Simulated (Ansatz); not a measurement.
**HfO₂: density, localisation and related maps**

The calculation's input:

```
crystal:
  lattice:
    - [0.0, -2.5488057612, -2.5488057612]
    - [-2.5488057612, 0.0, -2.5488057612]
    - [2.5488057612, 2.5488057612, -5.0976115224]
  atoms:
    - { symbol: Hf, position: [-0.0004661181, -0.0004661181, 0.0013983709] }
    - { symbol: Hf, position: [0.5004661181, 0.5004661181, 0.4986016291] }
    - { symbol: O, position: [0.1207530317, 0.1207530317, 0.637741635] }
    - { symbol: O, position: [0.6292469683, 0.6292469683, 0.112258365] }
    - { symbol: O, position: [0.3792469683, 0.3792469683, 0.862258365] }
    - { symbol: O, position: [0.8707530317, 0.8707530317, 0.387741635] }
basis:
  ecutwfc: 420
kpoints:
  mp_grid: { grid: [6, 6, 8] }
hamiltonian:
  xc: pbe
scf:
  occupations: { method: gaussian, width: 0.05 }
output:
  forces: true
  stress: true
  eigenvalues: true
  write_density: true
  write_potential: true
  elf: true
  volumetric_format: npy
```

Run with:

```sh
ansatz run input.yaml --threads 2 --pin off --max-ram 5120MiB --backend cpu --events-out ev --progress --plain --runs-dir out
```

Below, planes, directions and counts refer to the conventional cell (a = 3.60 Å, b = 3.60 Å, c = 17.66 Å, α = 90.00°, β = 90.00°, γ = 120.00°).

Space group R-3m; not relaxed (largest force 1.3 eV/Å).

These are results of DFT PBE, scalar-relativistic, plane waves, PAW in Ansatz, not measurements.

In a PAW calculation such maps are meaningful between the atoms, not at the nuclei.

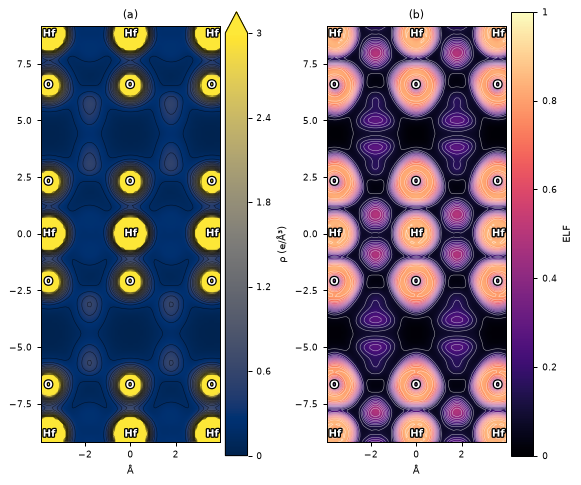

Figure 1. (a) valence charge density (pseudo); (b) electron localisation function on the (010) plane of the conventional cell.

Interpret the plot.

- The plane passes through Hf and O nuclei.
- Hf–O (2.14 Å): ρ at the midpoint is about 0.67 e/Å³; the ELF peaks at about 0.85 in the valence shell of O, 0.6 Å from its nucleus, and drops to about 0.20 between the two atoms (no localised pair shows between them).
- Between the atoms the lowest density in this plane is 0.02 e/Å³.
- The features right at Hf lie inside the PAW spheres, where the map follows smoothed inner orbitals and isn't to be read closely.

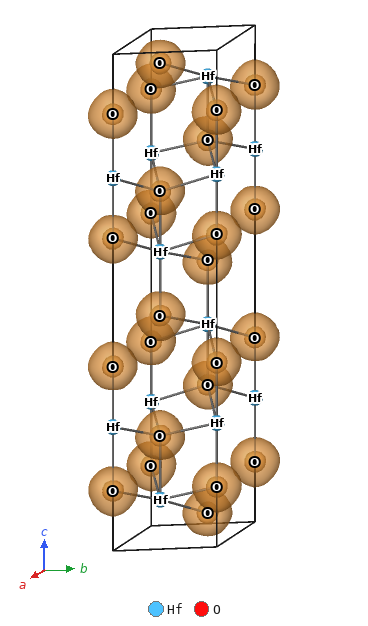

Figure 2. Isosurface of the ELF at 0.7 (orange), seen slightly off an axis. Only the valence region is drawn (cores and ρ < 0.01 e/Å³ removed). Sticks mark near contacts.

Identify the bonds, lone pairs and shells in this picture.

The ELF exceeds this value in twelve regions wrapped around O (the valence shell of each), counted in one cell of 18 atoms. Any copies at cell faces, edges or corners count once. Profiles from the grid: Hf–O (2.18 Å): the ELF peaks at about 0.85 in the valence shell of O, 0.6 Å from its nucleus, and drops to about 0.15 between the two atoms (no localised pair shows between them).

Metal or insulator at this level of theory?

It is gapped, with a Kohn–Sham gap of 3.7 eV on the k-point mesh, an upper bound to the gap of this method.
